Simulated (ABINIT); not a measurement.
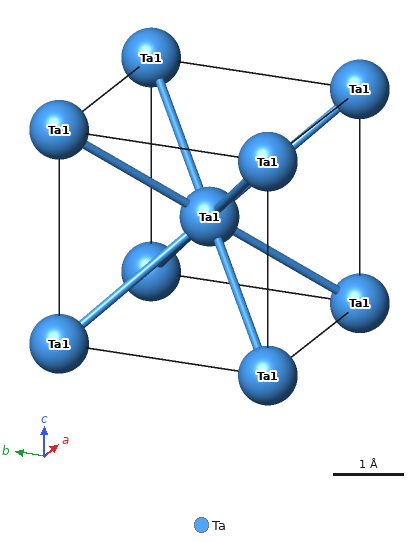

Figure 1. The starting structure (ball-and-stick view of the cell 2 times as large as that of the calculation, set on its symmetry axes, seen at an oblique angle; atoms are numbered from 1 in the order of the input).

## Ta: geometry relaxation (part 1 of 2)

The run: geometry relaxation of Ta (Im-3m, 1 atom in the cell). Method and program: Kohn-Sham DFT of a periodic cell, PBEsol, PseudoDojo NC SR PBEsol v0.4.1 standard, no spin polarisation (ABINIT 10.8.3).

The structure derives from an entry of the Crystallography Open Database.

The input
```
pp_dirpath "./"
pseudos "Ta.upf"

acell 5.4048073095 5.4048073095 5.4048073095
rprim
    -0.5773502692     0.5773502692     0.5773502692
     0.5773502692    -0.5773502692     0.5773502692
     0.5773502692     0.5773502692    -0.5773502692
ntypat 1
znucl 73
natom 1
typat 1
chkprim 0
chksymtnons 0
tolsym 1.0e-6
xred
            0.0            0.0            0.0

ecut 789.130201 eV
ecutsm 0.5

kptopt 1
ngkpt 8 8 8
nshiftk 1
shiftk 0.0 0.0 0.0

ixc -116133

nband 11
occopt 3
tsmear 0.05 eV

nstep 80
tolvrs 1.0e-12

iomode 3
prteig 0
prtebands 0
prtwf 0
prtden 0

ionmov 2
optcell 2
ntime 50
tolmxf 2.0e-5
dilatmx 1.08
```

Run on 1 thread of Arm Neoverse V2, 24 GiB of memory available, shared host.

Run as:
```bash
abinit run.abi > log 2>&1
```

Output
```
.Version 10.8.3 of ABINIT
 Symmetries : space group Im -3 m (#229); Bravais cI (body-center cubic)
================================================================================
 Values of the parameters that define the memory need of the present run
     intxc =       0    ionmov =       2      iscf =       7    lmnmax =       8
     lnmax =       8     mgfft =      30  mpssoang =       4    mqgrid =    3001
     natom =       1  nloc_mem =       1    nspden =       1   nspinor =       1
    nsppol =       1      nsym =      48    n1xccc =    2501    ntypat =       1
    occopt =       3   xclevel =       2
       mpw =        1165          nfft =       27000          nkpt =          29
================================================================================
================================================================================

--------------------------------------------------------------------------------
------------- Echo of variables that govern the present computation ------------
--------------------------------------------------------------------------------
 -outvars: echo values of preprocessed input variables --------
            acell      5.4048073095E+00  5.4048073095E+00  5.4048073095E+00 Bohr
              amu      1.80947900E+02
          chkprim           0
      chksymtnons           0
          dilatmx      1.08000000E+00
             ecut      2.90000000E+01 Hartree
           ecutsm      5.00000000E-01 Hartree
           ionmov           2
              ixc     -116133
         kptrlatt        8    0    0      0    8    0      0    0    8
          kptrlen      4.32384585E+01
            natom           1
            nband          11
            ngfft          30      30      30
             nkpt          29
            nstep          80
             nsym          48
            ntime          50
           ntypat           1
           occopt           3
          optcell           2
           prtden           0
        prtebands           0
           prteig           0
            prtwf           0
            rprim     -5.7735026920E-01  5.7735026920E-01  5.7735026920E-01
                       5.7735026920E-01 -5.7735026920E-01  5.7735026920E-01
                       5.7735026920E-01  5.7735026920E-01 -5.7735026920E-01
          spgroup         229
           tolmxf      2.00000000E-05
           tolsym      1.00000000E-06
           tolvrs      1.00000000E-12
           tsmear      1.83746611E-03 Hartree
            typat      1
            znucl       73.00000

================================================================================

 chkinp: Checking input parameters for consistency.

================================================================================
== DATASET  1 ==================================================================

--- !DatasetInfo
iteration_state: {dtset: 1, }
dimensions: {natom: 1, nkpt: 29, mband: 11, nsppol: 1, nspinor: 1, nspden: 1, mpw: 1165, }
cutoff_energies: {ecut:  29.0, pawecutdg:  -1.0, }
electrons: {nelect:   1.30000000E+01, charge:   0.00000000E+00, occopt:   3.00000000E+00, tsmear:   1.83746611E-03, }
meta: {optdriver: 0, ionmov: 2, optcell: 2, iscf: 7, paral_kgb: 0, }
...

 Real(R)+Recip(G) space primitive vectors, cartesian coordinates (Bohr,Bohr^-1):
 R(1)= -3.1204670  3.1204670  3.1204670  G(1)=  0.0000000  0.1602324  0.1602324
 R(2)=  3.1204670 -3.1204670  3.1204670  G(2)=  0.1602324  0.0000000  0.1602324
 R(3)=  3.1204670  3.1204670 -3.1204670  G(3)=  0.1602324  0.1602324  0.0000000
 Unit cell volume ucvol=  1.2153987E+02 bohr^3
 Angles (23,13,12)=  1.09471221E+02  1.09471221E+02  1.09471221E+02 degrees

 getcut: wavevector=  0.0000  0.0000  0.0000  ngfft=  30  30  30
         ecut(hartree)=     33.826   => boxcut(ratio)=   2.12008

--- Pseudopotential description ------------------------------------------------
- pspini: atom type   1  psp file is ./Ta.upf
  73.00000  13.00000  180301                  znucl, zion, pspdat
12 -116133 3 -1 1432                          pspcod,pspxc,lmax,lloc,mmax
     nproj     2     2     2     2

   2.82201481E+02                                ecore*ucvol(ha*bohr**3)
--------------------------------------------------------------------------------

================================================================================

=== [ionmov= 2] Broyden-Fletcher-Goldfarb-Shanno method (forces)
================================================================================

--- Iteration: ( 1/50) Internal Cycle: (1/1)
--------------------------------------------------------------------------------

---SELF-CONSISTENT-FIELD CONVERGENCE--------------------------------------------

--- !BeginCycle
iteration_state: {dtset: 1, itime: 1, icycle: 1, }
solver: {iscf: 7, nstep: 80, nline: 4, wfoptalg: 0, }
tolerances: {tolvrs: 1.00E-12, }
...

     iter   Etot(hartree)      deltaE(h)  residm     vres2
 ETOT  1  -65.062680491440    -6.506E+01 1.452E-01 1.960E+01
 ETOT  2  -65.082208490864    -1.953E-02 3.559E-03 1.541E+00
 ETOT  3  -65.082512299648    -3.038E-04 2.057E-03 2.609E-03
 ETOT  4  -65.082512856845    -5.572E-07 5.266E-04 1.860E-06
 ETOT  5  -65.082512857152    -3.079E-10 9.002E-04 1.400E-08
 ETOT  6  -65.082512857154    -1.918E-12 2.151E-03 1.137E-10
 ETOT  7  -65.082512857155    -7.248E-13 2.195E-03 9.665E-14

 At SCF step    7       vres2   =  9.67E-14 < tolvrs=  1.00E-12 =>converged.

 Cartesian components of stress tensor (hartree/bohr^3)
  sigma(1 1)=  1.93022165E-04  sigma(3 2)=  0.00000000E+00
  sigma(2 2)=  1.93022165E-04  sigma(3 1)=  0.00000000E+00
  sigma(3 3)=  1.93022165E-04  sigma(2 1)=  0.00000000E+00

--- !ResultsGS
iteration_state: {dtset: 1, itime: 1, icycle: 1, }
comment   : Summary of ground state results
lattice_vectors:
- [ -3.1204670,   3.1204670,   3.1204670, ]
- [  3.1204670,  -3.1204670,   3.1204670, ]
- [  3.1204670,   3.1204670,  -3.1204670, ]
lattice_lengths: [   5.40481,    5.40481,    5.40481, ]
lattice_angles: [109.471, 109.471, 109.471, ] # degrees, (23, 13, 12)
lattice_volume:   1.2153987E+02
convergence: {deltae: -7.248E-13, res2:  9.665E-14, residm:  2.195E-03, diffor: null, }
etotal    :  -6.50825129E+01
entropy   :   0.00000000E+00
fermie    :   4.93896430E-01
cartesian_stress_tensor: # hartree/bohr^3
- [  1.93022165E-04,   0.00000000E+00,   0.00000000E+00, ]
- [  0.00000000E+00,   1.93022165E-04,   0.00000000E+00, ]
- [  0.00000000E+00,   0.00000000E+00,   1.93022165E-04, ]
pressure_GPa:  -5.6789E+00
xred      :
- [  0.0000E+00,   0.0000E+00,   0.0000E+00, Ta]
cartesian_forces: # hartree/bohr
- [ -0.00000000E+00,  -0.00000000E+00,  -0.00000000E+00, ]
force_length_stats: {min:   0.00000000E+00, max:   0.00000000E+00, mean:   0.00000000E+00, }
...

 Integrated electronic density in atomic spheres:
 ------------------------------------------------
 Atom  Sphere_radius  Integrated_density
    1        2.00000          9.25597412

---OUTPUT-----------------------------------------------------------------------

 Cartesian coordinates (xcart) [bohr]
  0.00000000000000E+00  0.00000000000000E+00  0.00000000000000E+00
 Reduced coordinates (xred)
  0.00000000000000E+00  0.00000000000000E+00  0.00000000000000E+00
 Cartesian forces (fcart) [Ha/bohr]; max,rms= 0.00000E+00 0.00000E+00 (free atoms)
 -0.00000000000000E+00 -0.00000000000000E+00 -0.00000000000000E+00
 Gradient of E wrt nuclear positions in reduced coordinates (gred)
 -0.00000000000000E+00 -0.00000000000000E+00 -0.00000000000000E+00
 Scale of Primitive Cell (acell) [bohr]
  5.40480730950000E+00  5.40480730950000E+00  5.40480730950000E+00
 Real space primitive translations (rprimd) [bohr]
 -3.12046695511395E+00  3.12046695511395E+00  3.12046695511395E+00
  3.12046695511395E+00 -3.12046695511395E+00  3.12046695511395E+00
  3.12046695511395E+00  3.12046695511395E+00 -3.12046695511395E+00
 Unitary Cell Volume (ucvol) [Bohr^3]=  1.21539866498425E+02
 Angles (23,13,12)= [degrees]
  1.09471220634491E+02  1.09471220634491E+02  1.09471220634491E+02
 Lengths [Bohr]
  5.40480730959712E+00  5.40480730959712E+00  5.40480730959712E+00
 Stress tensor in cartesian coordinates (strten) [Ha/bohr^3]
  1.93022164781873E-04  0.00000000000000E+00  0.00000000000000E+00
  0.00000000000000E+00  1.93022164781877E-04  0.00000000000000E+00
  0.00000000000000E+00  0.00000000000000E+00  1.93022164781880E-04
 Total energy (etotal) [Ha]= -6.50825128571550E+01

--- Iteration: ( 2/50) Internal Cycle: (1/1)
--------------------------------------------------------------------------------

---SELF-CONSISTENT-FIELD CONVERGENCE--------------------------------------------

--- !BeginCycle
iteration_state: {dtset: 1, itime: 2, icycle: 1, }
solver: {iscf: 7, nstep: 80, nline: 4, wfoptalg: 0, }
tolerances: {tolvrs: 1.00E-12, }
...

     iter   Etot(hartree)      deltaE(h)  residm     vres2
 ETOT  1  -65.082206765189    -6.508E+01 2.443E-03 3.364E+00
 ETOT  2  -65.082773652795    -5.669E-04 3.250E-04 1.025E-01
 ETOT  3  -65.082794646354    -2.099E-05 4.635E-04 5.578E-04
 ETOT  4  -65.082794733475    -8.712E-08 1.171E-04 1.354E-06
 ETOT  5  -65.082794733661    -1.856E-10 4.796E-05 2.728E-09
 ETOT  6  -65.082794733661    -1.705E-13 8.760E-05 4.613E-12
 ETOT  7  -65.082794733660     2.984E-13 1.248E-05 7.924E-15

 At SCF step    7       vres2   =  7.92E-15 < tolvrs=  1.00E-12 =>converged.

 Cartesian components of stress tensor (hartree/bohr^3)
  sigma(1 1)=  7.35858527E-05  sigma(3 2)=  0.00000000E+00
  sigma(2 2)=  7.35858527E-05  sigma(3 1)=  0.00000000E+00
  sigma(3 3)=  7.35858527E-05  sigma(2 1)=  0.00000000E+00

--- !ResultsGS
iteration_state: {dtset: 1, itime: 2, icycle: 1, }
comment   : Summary of ground state results
lattice_vectors:
- [ -3.1023974,   3.1023974,   3.1023974, ]
- [  3.1023974,  -3.1023974,   3.1023974, ]
- [  3.1023974,   3.1023974,  -3.1023974, ]
lattice_lengths: [   5.37351,    5.37351,    5.37351, ]
lattice_angles: [109.471, 109.471, 109.471, ] # degrees, (23, 13, 12)
lattice_volume:   1.1944068E+02
convergence: {deltae:  2.984E-13, res2:  7.924E-15, residm:  1.248E-05, diffor: null, }
etotal    :  -6.50827947E+01
entropy   :   0.00000000E+00
fermie    :   5.03691094E-01
cartesian_stress_tensor: # hartree/bohr^3
- [  7.35858527E-05,   0.00000000E+00,   0.00000000E+00, ]
- [  0.00000000E+00,   7.35858527E-05,   0.00000000E+00, ]
- [  0.00000000E+00,   0.00000000E+00,   7.35858527E-05, ]
pressure_GPa:  -2.1650E+00
xred      :
- [  0.0000E+00,   0.0000E+00,   0.0000E+00, Ta]
cartesian_forces: # hartree/bohr
- [ -0.00000000E+00,  -0.00000000E+00,  -0.00000000E+00, ]
force_length_stats: {min:   0.00000000E+00, max:   0.00000000E+00, mean:   0.00000000E+00, }
...

 Integrated electronic density in atomic spheres:
 ------------------------------------------------
 Atom  Sphere_radius  Integrated_density
    1        2.00000          9.30443047

---OUTPUT-----------------------------------------------------------------------
```
